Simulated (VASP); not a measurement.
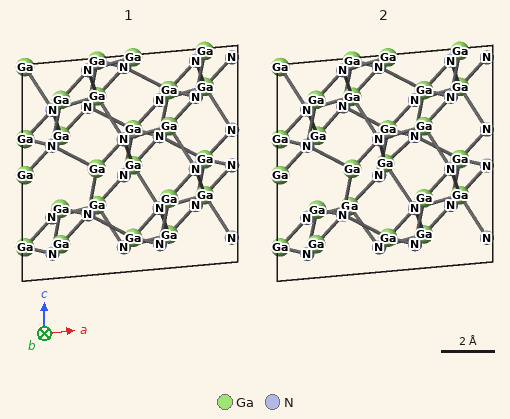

Two geometries of a defect cell of composition Ga₂₄N₂₃, drawn at one scale. One is the start of a relaxation, the other its converged end. Style: ball-and-stick. Shown: the cell of the calculation (origin shifted), along the b axis.

Computed with Kohn-Sham DFT of a periodic cell, PBE, VASP PAW PBE potentials, recommended (VASP). (plane-wave cutoff 450 eV; k-point mesh 2 × 2 × 2; occupations gaussian; smearing width 0.01 eV; no spin polarisation)

### Which of the two is the end point?

Structure 1 is the relaxed one. The run lets the atoms move in a fixed cell. The atom that moves furthest is a Ga atom (0.16 Å along [3 2 −2]). Largest moves by element: Ga 0.16 Å, N 0.02 Å. The cell doesn't change. Some distances before and after: Ga–N 2.078 → 1.954 Å, Ga–N 1.837 → 1.956 Å, Ga–N 2.048 → 1.954 Å, Ga–N 2.028 → 1.946 Å. Bond angles that change, for instance: N–Ga–N 102.4° → 109.5°, Ga–N–Ga 113.0° → 109.1°, N–Ga–N 106.3° → 110.2°. Over 11 geometry steps the energy falls by 0.529 eV per cell of the calculation. Largest force component: 2.1 eV/Å at the start, 0.022 eV/Å at the end. It ran on 1 × NVIDIA H100 80GB with 1 thread of AMD EPYC 7R13 Processor (Zen 3), on a shared host.

Limits of the set-up: the periodic images lie only 8.3 Å apart, so the values are limited by the cell's size.
